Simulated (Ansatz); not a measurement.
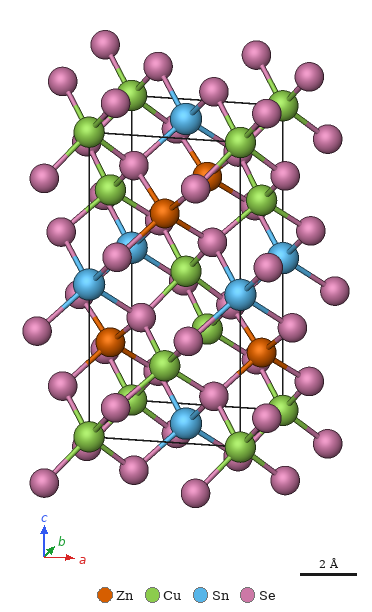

This is a crystal of ZnCu$_{2}$SnSe$_{4}$ (set up in I-4). The picture is a ball-and-stick view of the conventional cell (2 times the calculation's cell), seen slightly off an axis. Lengths and directions refer to the drawn axes.

The calculation used Ansatz 0.2.0, DFT PBEsol, scalar-relativistic, plane waves, PAW. (plane-wave cutoff 420 eV; k-point mesh 10 × 10 × 10; occupations gaussian; smearing width 0.1 eV; no spin polarisation)

The variant: The volume is changed by −6.0 %. The atoms are relaxed in that cell.

> What does the calculation give for the changed structure?

The volume changes by −6.0 %, with a = b 5.659 → 5.543 Å (−2.1 %), c 11.312 → 11.083 Å (−2.0 %). The largest moves relative to the cell, 0.009 Å, are those of Se atoms. Cu and Sn and Zn stay in place. Near-neighbour distances before and after: Se–Zn 2.450 → 2.396 Å, Cu–Se 2.386 → 2.333 to 2.336 Å, Se–Sn 2.591 → 2.547 Å. The space group stays I-4 (No. 82). It costs 19.0 meV per atom. Pressure: 0.0 GPa before, 4.8 GPa after.

Drawn alike, the variant:

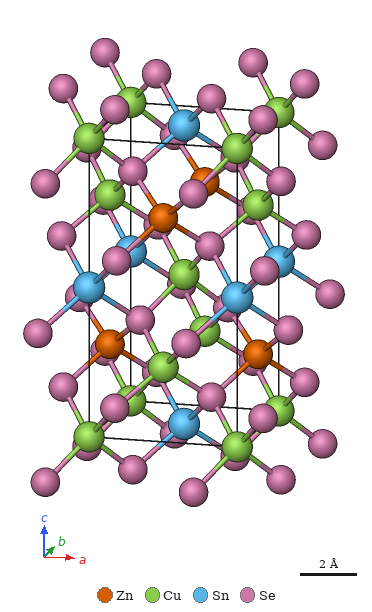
